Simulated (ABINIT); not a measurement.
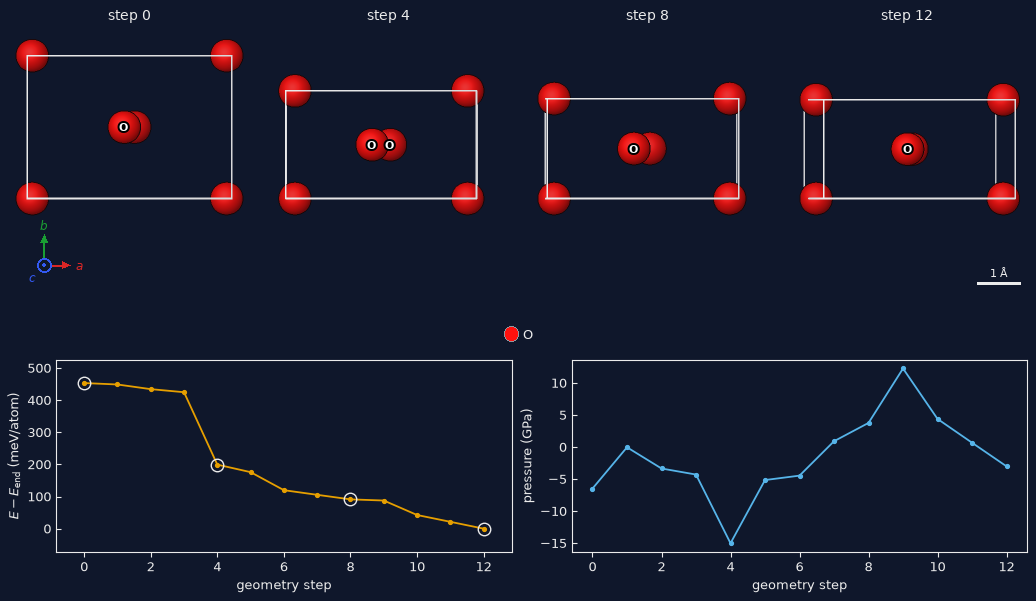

Frames of a relaxation of solid O (set up in C2/m), marked on the history of the run. Style: ball-and-stick. Shown: the conventional cell (2 times the calculation's cell), along the c axis. Lengths and directions refer to the drawn axes.

The run lets cell and atoms move.

Method: ABINIT 10.8.3, Kohn-Sham DFT of a periodic cell, LDA, PseudoDojo NC SR LDA v0.4.1 standard.

The input:
```
# Pseudopotentials
pp_dirpath "./"
pseudos "O.upf"

# Structure
acell 3*1.0 Angstrom
rprim
     2.8514028533    -1.6624159400     0.0000000000
     2.8514028533     1.6624159400     0.0000000000
    -2.3944914034     0.0000000000     3.6470501824
ntypat 1
znucl 8
natom 2
typat 1 1
chkprim 0
chksymtnons 0
tolsym 1.0e-6
xred
   0.9745461700   0.9745461700   0.8444259800
   0.0254538300   0.0254538300   0.1555740200

# Plane-wave basis
ecut 42.0
ecutsm 0.5

# k points
kptopt 1
ngkpt 8 8 5
nshiftk 1
shiftk 0.0 0.0 0.0

# Exchange and correlation
ixc 7

# Bands and occupations
nband 10
occopt 3
tsmear 0.05 eV

# SCF cycle
nstep 80
tolvrs 1.0e-12

# Output
iomode 3
prteig 0
prtebands 0
prtwf 0
prtden 0

# Relaxation
ionmov 2
optcell 2
ntime 50
tolmxf 2.0e-5
dilatmx 1.08
```

Command:
```bash
abinit run.abi > log 2>&1
```

Q: Describe the path.

A: The run was cut off at its time limit before the relaxation converged, so the last structure is only a point on the way. The largest moves relative to the cell, 0.097 Å, are those of O atoms. The volume changes by −42.9 %, with a 5.703 → 4.929 Å (−13.6 %), b 3.325 → 2.300 Å (−30.8 %), c 4.363 → 3.665 Å (−16.0 %), β 123.3° → 108.1°. Among the contacts that change: O–O 1.222 → 1.198 Å. The space group stays C2/m (No. 12). After 12 geometry steps the energy has fallen by 453 meV per atom. Largest force component: 1.3 eV/Å at the start, 0.16 eV/Å at the end. Pressure: −6.47 GPa at the start and −3.01 GPa at the end. The run took 25 min on 1 thread of Arm Neoverse V1, with other jobs on the host, peak memory 0.13 GiB. From step 0 to 4: O atoms move most (0.13 Å), volume −39.8 %, energy −254 meV per atom. From step 4 to 8: volume −11.1 %, energy −108 meV per atom. From step 8 to 12: O atoms move most (0.06 Å), volume +6.7 %, energy −91.2 meV per atom.

```
step  E − E(0), meV/atom  largest force component, eV/Å  pressure, GPa  volume, Å³/atom
   0                0.00                         1.2708          -6.47           17.288
   1               -4.48                         2.0164          -0.03           16.947
   2              -18.95                         0.3687          -3.34           16.899
   3              -28.50                         0.2131          -4.29           16.608
   4             -253.84                         3.6229         -15.01           10.404
   5             -277.28                         3.6311          -5.15            8.801
   6             -333.44                         1.2451          -4.46            9.711
   7             -347.84                         0.2664           0.91            9.519
   8             -362.02                         0.4399           3.77            9.254
   9             -365.59                         0.0487          12.26            8.446
  10             -410.64                         0.4103           4.39            9.118
  11             -431.85                         0.1527           0.68            9.449
  12             -453.20                         0.1600          -3.01            9.876
```
